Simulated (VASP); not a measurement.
## Geometry relaxation, with input and output: Al (part 1 of 2)

- system: Al (2 atoms in the cell)
- method: Kohn-Sham DFT of a periodic cell, PBE, VASP PAW PBE potentials, recommended, no spin polarisation (VASP 6.6.1)

The structure was built on a prototype by a generator; it need not be a known phase. It belongs to a series of runs on one base structure; here: random cell with space group P6_3/mcm (No. 193).

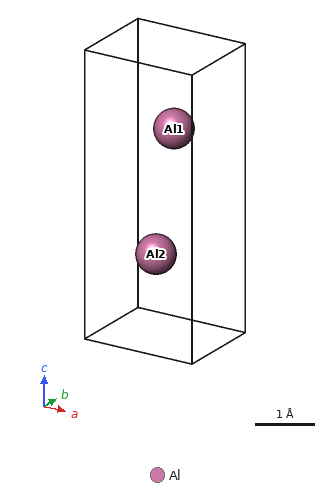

The structure as given in the input (ball-and-stick view of the cell of the calculation, seen slightly off an axis; atoms are numbered from 1 in the order of the input). An atom can appear more than once, as a periodic image.

Key numbers

```csv
quantity,value
outcome,converged
space group (tolerance 0.01 Å),P6₃/mmc (194)
electrons treated,6
free energy,−7.4325 eV
gap on the k-point mesh,none (metallic)
pressure,−0.02 GPa
final volume,33.27 Å³
largest force (length of the vector) at the end,under 0.001 eV/Å
final cell,"a = 2.851 Å, b = 2.851 Å, c = 4.726 Å, α = 90.00°, β = 90.00°, γ = 120.00°"
hardware,"1 thread of Intel Xeon (Sapphire Rapids), 176 GiB of memory available, shared host"
wall time,3.5 min
peak memory,0.24 GiB
```

INCAR
```
SYSTEM = Al
  ALGO = Fast
  EDIFF = 1E-6
  EDIFFG = -0.01
  ENCUT = 600
  GGA = PE
  IBRION = 2
  ISIF = 3
  ISMEAR = 0
  LASPH = .TRUE.
  LCHARG = .FALSE.
  LREAL = .FALSE.
  LWAVE = .FALSE.
  NELM = 100
  NSW = 100
  PREC = Accurate
  SIGMA = 0.1
```

KPOINTS
```
k-points
0
G
  24 24 12
  0 0 0
```

POSCAR
```
Al
1.0
    2.7771682486      0.0000000000      0.0000000000
   -1.3885841243      2.4050982539      0.0000000000
    0.0000000000      0.0000000000      5.0028673634
Al
2
Direct
    0.6666666667      0.3333333333      0.7500000000
    0.3333333333      0.6666666667      0.2500000000
```

Command:
```bash
cat potpaw_PBE.64/Al/POTCAR > POTCAR
mpirun -np 1 vasp_std > vasp.out
```

OSZICAR
```
N       E                     dE             d eps       ncg     rms          rms(c)
DAV:   1     0.580405772535E+00    0.58041E+00   -0.25278E+03  5978   0.751E+02
DAV:   2    -0.736991494462E+01   -0.79503E+01   -0.75839E+01  8127   0.527E+01
DAV:   3    -0.744572518563E+01   -0.75810E-01   -0.74389E-01  8638   0.653E+00
DAV:   4    -0.744601550699E+01   -0.29032E-03   -0.29028E-03  8708   0.360E-01
DAV:   5    -0.744601633326E+01   -0.82627E-06   -0.82674E-06  8540   0.153E-02    0.183E+00
RMM:   6    -0.741789171006E+01    0.28125E-01   -0.29126E-03  5978   0.443E-01    0.107E+00
RMM:   7    -0.739807676977E+01    0.19815E-01   -0.87031E-03  5978   0.736E-01    0.145E-01
RMM:   8    -0.739802689453E+01    0.49875E-04   -0.35434E-04  5978   0.178E-01    0.159E-02
RMM:   9    -0.739802938323E+01   -0.24887E-05   -0.46889E-05  5978   0.670E-02    0.155E-02
RMM:  10    -0.739803020151E+01   -0.81828E-06   -0.10113E-05  5978   0.318E-02    0.407E-03
RMM:  11    -0.739802763791E+01    0.25636E-05   -0.22045E-06  5226   0.129E-02    0.686E-04
RMM:  12    -0.739802793043E+01   -0.29252E-06   -0.55854E-07  4196   0.810E-03
   1 F= -.73980279E+01 E0= -.73960744E+01  d E =-.739803E+01
       N       E                     dE             d eps       ncg     rms          rms(c)
DAV:   1    -0.741743577247E+01   -0.19408E-01   -0.22321E-01  8470   0.260E+00    0.276E-01
RMM:   2    -0.741547610205E+01    0.19597E-02   -0.17309E-03  5978   0.377E-01    0.155E-01
RMM:   3    -0.741449894944E+01    0.97715E-03   -0.10487E-03  5978   0.199E-01    0.964E-03
RMM:   4    -0.741450707972E+01   -0.81303E-05   -0.77504E-05  5978   0.750E-02    0.119E-02
RMM:   5    -0.741450809133E+01   -0.10116E-05   -0.75435E-06  5788   0.263E-02    0.109E-02
RMM:   6    -0.741450902082E+01   -0.92949E-06   -0.22115E-06  5143   0.125E-02
   2 F= -.74145090E+01 E0= -.74122154E+01  d E =-.164811E-01
       N       E                     dE             d eps       ncg     rms          rms(c)
DAV:   1    -0.743530264823E+01   -0.20795E-01   -0.67590E-01  8547   0.448E+00    0.464E-01
RMM:   2    -0.743019842510E+01    0.51042E-02   -0.47897E-03  5978   0.631E-01    0.263E-01
RMM:   3    -0.742755966516E+01    0.26388E-02   -0.27311E-03  5978   0.326E-01    0.192E-02
RMM:   4    -0.742758180321E+01   -0.22138E-04   -0.21210E-04  5978   0.126E-01    0.217E-02
RMM:   5    -0.742758465110E+01   -0.28479E-05   -0.20405E-05  5977   0.434E-02    0.184E-02
RMM:   6    -0.742758597156E+01   -0.13205E-05   -0.49506E-06  5626   0.197E-02    0.414E-03
RMM:   7    -0.742758567511E+01    0.29645E-06   -0.15271E-06  4769   0.105E-02
   3 F= -.74275857E+01 E0= -.74260063E+01  d E =-.295577E-01
       N       E                     dE             d eps       ncg     rms          rms(c)
DAV:   1    -0.743259117992E+01   -0.50052E-02   -0.24051E-01  8456   0.289E+00    0.316E-01
RMM:   2    -0.743117975438E+01    0.14114E-02   -0.13983E-03  5978   0.324E-01    0.166E-01
RMM:   3    -0.743035963378E+01    0.82012E-03   -0.65811E-04  5978   0.178E-01    0.312E-02
RMM:   4    -0.743035996950E+01   -0.33572E-06   -0.77690E-05  5978   0.766E-02    0.323E-02
RMM:   5    -0.743036063029E+01   -0.66079E-06   -0.77789E-06  5895   0.263E-02
   4 F= -.74303606E+01 E0= -.74284648E+01  d E =-.277496E-02
       N       E                     dE             d eps       ncg     rms          rms(c)
DAV:   1    -0.743223689531E+01   -0.18769E-02   -0.31870E-02  8295   0.104E+00    0.123E-01
RMM:   2    -0.743203745225E+01    0.19944E-03   -0.18715E-04  5978   0.118E-01    0.642E-02
RMM:   3    -0.743192199488E+01    0.11546E-03   -0.88706E-05  5978   0.644E-02    0.100E-02
RMM:   4    -0.743192121676E+01    0.77812E-06   -0.10186E-05  5927   0.275E-02    0.113E-02
RMM:   5    -0.743192102676E+01    0.18999E-06   -0.90753E-07  4024   0.944E-03
   5 F= -.74319210E+01 E0= -.74303203E+01  d E =-.433535E-02
       N       E                     dE             d eps       ncg     rms          rms(c)
DAV:   1    -0.743265069099E+01   -0.72947E-03   -0.13932E-02  8547   0.666E-01    0.743E-02
RMM:   2    -0.743255521540E+01    0.95476E-04   -0.94717E-05  5978   0.878E-02    0.401E-02
RMM:   3    -0.743250526370E+01    0.49952E-04   -0.49543E-05  5978   0.457E-02    0.514E-03
RMM:   4    -0.743250572468E+01   -0.46098E-06   -0.46041E-06  5471   0.187E-02
   6 F= -.74325057E+01 E0= -.74310128E+01  d E =-.584698E-03
```

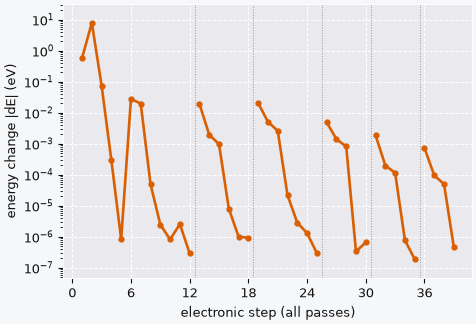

Convergence of the self-consistent field: energy change |dE| against the electronic step. Each stretch between dotted lines is the SCF of one geometry step of a relaxation. The 6 ionic steps take 4 to 12 electronic steps each. The density is held fixed in the first few steps, and dE rises again when its update begins.

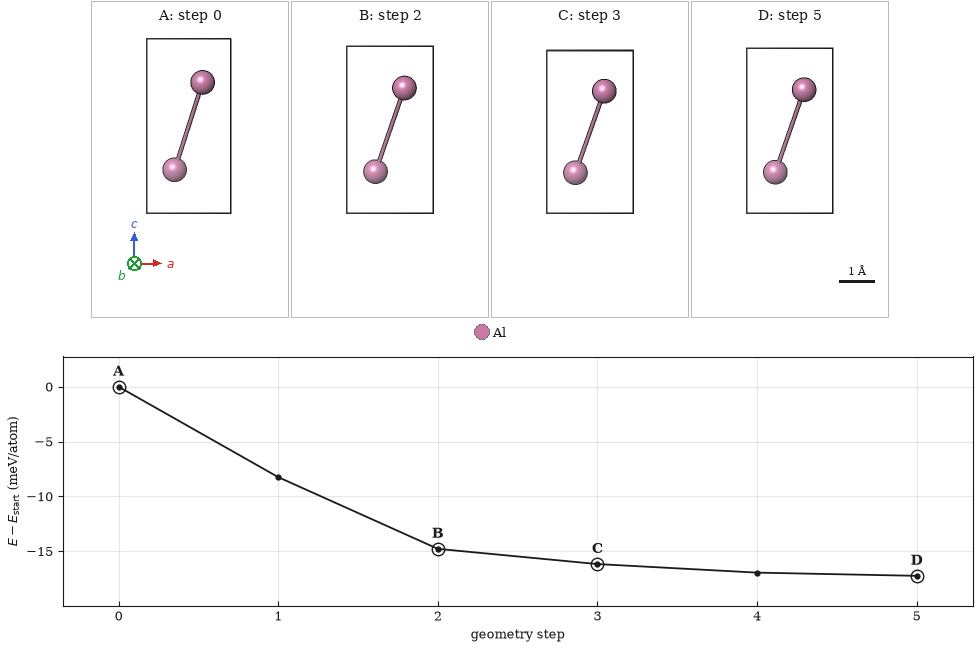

Frames of the relaxation (ball-and-stick view of the cell of the calculation, along the b axis) above the curves, on which the letters mark them (steps are counted from 0).

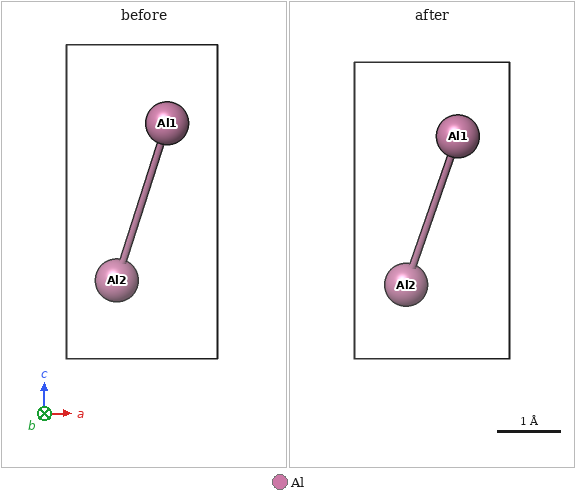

Before (left) and after (right) the relaxation, at one scale (ball-and-stick view of the cell of the calculation, along the b axis). No atom moves by more than 0.005 Å relative to the cell. Cell: a = b 2.777 → 2.851 Å (+2.7 %), c 5.003 → 4.726 Å (−5.5 %). Volume −0.4 %. Among the contacts that change: Al1–Al2 2.971 → 2.880 Å, Al1–Al1 2.777 → 2.851 Å. The space group stays P6_3/mmc (No. 194). The energy falls by 17.2 meV per atom in 5 geometry steps. All forces vanish by symmetry, so only the cell relaxes. (Atoms are counted from 1 in the order of the input.)

Parts of OUTCAR
```
SYSTEM = Al
   EDIFF = 1E-6
   EDIFFG = -0.01
   ENCUT = 600
   GGA = PE
   IBRION = 2
   ISIF = 3
   ISMEAR = 0
   LASPH = .TRUE.
   LREAL = .FALSE.
   NELM = 100
   NSW = 100
   PREC = Accurate

 ion  position               nearest neighbor table
   1  0.667  0.333  0.750-   2 2.97   2 2.97   2 2.97   2 2.97   2 2.97   2 2.97
   2  0.333  0.667  0.250-   1 2.97   1 2.97   1 2.97   1 2.97   1 2.97   1 2.97

  LATTYP: Found a hexagonal cell.
 ALAT       =     2.7771682486
 C/A-ratio  =     1.8014275390

  Lattice vectors:

 A1 = (   2.7771682486,   0.0000000000,   0.0000000000)
 A2 = (  -1.3885841243,   2.4050982539,   0.0000000000)
 A3 = (   0.0000000000,   0.0000000000,   5.0028673634)

Analysis of symmetry for initial positions (statically):
=====================================================================
 Subroutine PRICEL returns:
 Original cell was already a primitive cell.

 Routine SETGRP: Setting up the symmetry group for a
 hexagonal supercell.

 Subroutine GETGRP returns: Found 24 space group operations
 (whereof 12 operations were pure point group operations)
 out of a pool of 24 trial point group operations.

The static configuration has the point symmetry D_3d.
 The point group associated with its full space group is D_6h.

Analysis of symmetry for dynamics (positions and initial velocities):
=====================================================================
 Subroutine PRICEL returns:
 Original cell was already a primitive cell.

 Routine SETGRP: Setting up the symmetry group for a
 hexagonal supercell.

 Subroutine GETGRP returns: Found 24 space group operations
 (whereof 12 operations were pure point group operations)
 out of a pool of 24 trial point group operations.

The dynamic configuration has the point symmetry D_3d.
 The point group associated with its full space group is D_6h.

 Subroutine INISYM returns: Found 24 space group operations
 (whereof 12 operations are pure point group operations),
 and found     1 'primitive' translations

----------------------------------------------------------------------------------------

                                     Primitive cell

  volume of cell :      33.4160

  direct lattice vectors                    reciprocal lattice vectors
     2.777168249  0.000000000  0.000000000     0.360079012  0.207891715  0.000000000
    -1.388584124  2.405098254  0.000000000     0.000000000  0.415783429  0.000000000
     0.000000000  0.000000000  5.002867363     0.000000000  0.000000000  0.199885371

  length of vectors
     2.777168249  2.777168249  5.002867363     0.415783429  0.415783429  0.199885371

  position of ions in fractional coordinates (direct lattice)
     0.666666667  0.333333333  0.750000000
     0.333333333  0.666666667  0.250000000

  ion indices of the primitive-cell ions
   primitive index   ion index
                 1           1
                 2           2

----------------------------------------------------------------------------------------

 KPOINTS: k-points

Automatic generation of k-mesh.
 Grid dimensions read from file:
 generate k-points for:   24   24   12

 Generating k-lattice:

  Cartesian coordinates                     Fractional coordinates (reciprocal lattice)
     0.015003292  0.008662155  0.000000000     0.041666667  0.000000000  0.000000000
     0.000000000  0.017324310  0.000000000     0.000000000  0.041666667  0.000000000
     0.000000000  0.000000000  0.016657114     0.000000000  0.000000000  0.083333333

  Length of vectors
     0.017324310  0.017324310  0.016657114

  Shift w.r.t. Gamma in fractional coordinates (k-lattice)
     0.000000000  0.000000000  0.000000000

 Subroutine IBZKPT returns following result:
 ===========================================

 Found    427 irreducible k-points:

 Following reciprocal coordinates:
            Coordinates               Weight
  0.000000  0.000000  0.000000      1.000000
  0.041667  0.000000  0.000000      6.000000
  0.083333  0.000000  0.000000      6.000000
  0.125000  0.000000  0.000000      6.000000
  0.166667  0.000000  0.000000      6.000000
  0.208333  0.000000  0.000000      6.000000
  0.250000  0.000000  0.000000      6.000000
  0.291667  0.000000  0.000000      6.000000
  0.333333  0.000000  0.000000      6.000000
  0.375000  0.000000  0.000000      6.000000
  0.416667  0.000000  0.000000      6.000000
  0.458333  0.000000  0.000000      6.000000
  0.500000  0.000000  0.000000      3.000000
  0.041667  0.041667  0.000000      6.000000
  0.083333  0.041667  0.000000     12.000000
  0.125000  0.041667  0.000000     12.000000
  0.166667  0.041667  0.000000     12.000000
  0.208333  0.041667  0.000000     12.000000
  0.250000  0.041667  0.000000     12.000000
  0.291667  0.041667  0.000000     12.000000
  0.333333  0.041667  0.000000     12.000000
  0.375000  0.041667  0.000000     12.000000
  0.416667  0.041667  0.000000     12.000000
  0.458333  0.041667  0.000000     12.000000
 [... further k-points ...]
   k-points           NKPTS =    427   k-points in BZ     NKDIM =    427   number of bands    NBANDS=      7
   number of dos      NEDOS =    301   number of ions     NIONS =      2
   total plane-waves  NPLWV =  23040
   dimension x,y,z NGX =    24 NGY =   24 NGZ =   40
   dimension x,y,z NGXF=    48 NGYF=   48 NGZF=   80
   ions per type =               2
   NGX,Y,Z   is equivalent  to a cutoff of  14.37, 14.37, 13.29 a.u.
   NGXF,Y,Z  is equivalent  to a cutoff of  28.73, 28.73, 26.58 a.u.
 SYSTEM =  Al
   PREC   = accura    normal or accurate (medium, high low for compatibility)
   ISTART =      0    job   : 0-new  1-cont  2-samecut
   ICHARG =      2    charge: 1-file 2-atom 10-const
   ISPIN  =      1    spin polarized calculation?
   LNONCOLLINEAR =      F non collinear calculations
   LSORBIT =      F    spin-orbit coupling
   LASPH  =      T    aspherical Exc in radial PAW
   ENCUT  =  600.0 eV  44.10 Ry    6.64 a.u.   5.55  5.55  9.99*2*pi/ulx,y,z
   NELM   =    100;   NELMIN=  2; NELMDL= -5     # of ELM steps
   EDIFF  = 0.1E-05   stopping-criterion for ELM
   LREAL  =      F    real-space projection
   EDIFFG = -.1E-01   stopping-criterion for IOM
   NSW    =    100    number of steps for IOM
   IBRION =      2    ionic relax: 0-MD 1-quasi-New 2-CG
   NFREE  =      1    steps in history (QN), initial steepest desc. (CG)
   ISIF   =      3    stress and relaxation
   ISYM   =      2    0-nonsym 1-usesym 2-fastsym
   POTIM  = 0.5000    time-step for ionic-motion
   TEBEG  =    0.0;   TEEND  =   0.0 temperature during run
   PSTRESS=    0.0 pullay stress
   NELECT =       6.0000    total number of electrons
   NUPDOWN=      -1.0000    fix difference up-down
   EMIN   =  10.00;   EMAX   =-10.00  energy-range for DOS
   EFERMI =   0.00;   METHOD = LEGACY
   ISMEAR =     0;   SIGMA  =   0.10  broadening in eV -4-tet -1-fermi 0-gaus
   EFERMI_NEDOS =   21; number of points for ismear=-14 and -15
   IALGO  =     68    algorithm
   IMIX   =      4    mixing-type and parameters
     AMIX     =   0.40;   BMIX     =  1.00
     AMIX_MAG =   1.60;   BMIX_MAG =  1.00
  volume/ion in A,a.u.               =      16.71       112.75
  Fermi-wavevector in a.u.,A,eV,Ry     =   0.923579  1.745311 11.605737  0.852998
  Thomas-Fermi vector in A             =   2.049231
   LORBIT       =      0    0 simple, 1 ext, 2 COOP (PROOUT), +10 PAW based schemes
   GGA     = PE    functional components
   LHFCALC =     F    Hartree Fock is set to
   AEXX    =    0.0000 exact exchange contribution
   IVDW    =     0    specifies the selected vdW correction
   LEPSILON=     F    determine dielectric tensor
   LRPA    =     F    only Hartree local field effects (RPA)
 conjugate gradient relaxation of ions
 non-spin polarized calculation
 RMM-DIIS sequential band-by-band and
 Gauss-broadening in eV      SIGMA  =   0.10
  energy-cutoff  :      600.00
  volume of cell :       33.42
 maximum number of plane-waves:      1142
 NGX is ok and might be reduce to    24
   NGX = 11   NGY = 11   NGZ = 19

--------------------------------------- Ionic step        1  -------------------------------------------

 number of electron       6.0000000 magnetization

 Free energy of the ion-electron system (eV)
  ---------------------------------------------------
  ext. energy  EPLUGINS =         0.00000000
  ---------------------------------------------------
  free energy    TOTEN  =        -7.39802793 eV

  energy without entropy =       -7.39412085  energy(sigma->0) =       -7.39607439

------------------------ aborting loop because EDIFF is reached ----------------------------------------
```
